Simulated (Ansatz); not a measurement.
Consider Al5As.

```xyz
12
Lattice="0.0000 4.1081 0.0000 4.1821 0.0000 0.0000 0.0000 0.0000 -14.8361" Properties=species:S:1:pos:R:3 pbc="T T T"
Al    2.0911    0.0000   -4.7232
Al    0.0000    2.0540   -1.6548
Al    0.0000    2.0540  -12.7822
Al    2.0911    0.0000  -13.1183
Al    0.0000    0.0000   -6.6019
Al    0.0000    2.0540   -8.7442
Al    2.0911    2.0540   -6.8118
Al    2.0911    0.0000   -8.8445
Al    0.0000    0.0000  -10.8048
Al    2.0911    2.0540  -10.9868
As    2.0911    2.0540   -3.1249
As    0.0000    0.0000   -0.0180
```

Space group Pmm2; a generated structure, not necessarily the stable one; changed on purpose from its base cell (volume × 1.10, shape and atoms relaxed); computed pressure about −5 GPa in this cell.

All numbers below come from DFT PBE, scalar-relativistic, plane waves, PAW (Ansatz 0.2.0).

### What can the converged valence pseudo-density and electron localisation function tell about the bonding?

Al–As (2.60 Å): ρ is about 0.38 e/Å³ halfway; the ELF peaks at about 0.90 between the atoms.

### Does the calculation give a band gap?

It is gapless in this calculation (a metal or semimetal).

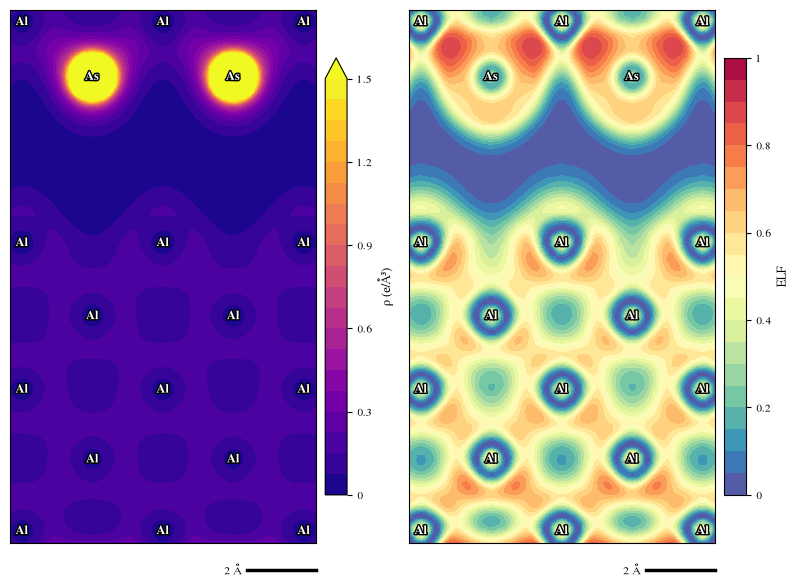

Computed valence pseudo-density and electron localisation function on the (010) plane of the conventional cell, in this order. 
